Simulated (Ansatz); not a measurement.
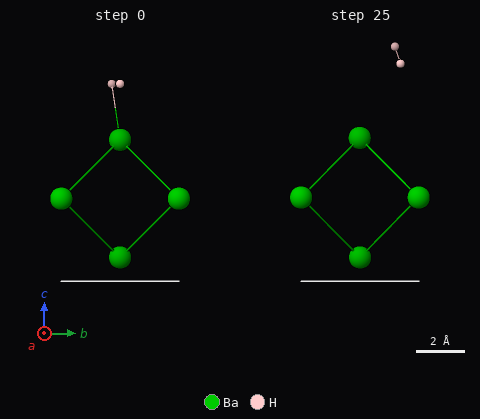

The structure of a slab of composition Ba$_{3}$H$_{2}$ (cut from the Im-3m phase) before (left) and after (right) a constrained relaxation, at one scale.

A ball-and-stick model of the 2 × 1 repeat of the cell, outlined in the plane, without the vacuum, seen along the a axis.

Case: H2 put at a bridge Ba-Ba site. The slab is the (1 0 0) face of Ba with H2 on it. 1 atoms are held fixed.

These are results of DFT PBE+D3(BJ), scalar-relativistic, plane waves, PAW in Ansatz 0.2.0, not measurements. Settings: plane-wave cutoff 420 eV; k-point mesh 6 × 6 × 1; occupations gaussian; smearing width 0.1 eV; no spin polarisation; dipole correction; atoms relaxed in a fixed cell; force threshold 0.03 eV/Å; at most 70 steps.

Summarise the run.

Answer. The energy falls by 0.118 eV per cell of the calculation in 25 geometry steps. Largest force component: 0.21 eV/Å at the start, 0.013 eV/Å at the end. The forces were under the threshold at step 16, but the run went on from there. The atom that moves furthest is an H atom (2.45 Å at 50° to the normal (+c side)). Largest moves by element: H 2.45 Å, Ba 0.08 Å. The lattice vectors keep their values. Near-neighbour distances that change, for instance: Ba–H 2.969 → 4.711 Å, Ba–Ba 4.258 → 4.290 Å, H–H 0.750 → 0.755 Å. Bonds break: Ba–H (2.97 → 4.71 Å).

Limits of the set-up: the periodic images lie only 4.9 Å apart, so the values are limited by the cell's size.
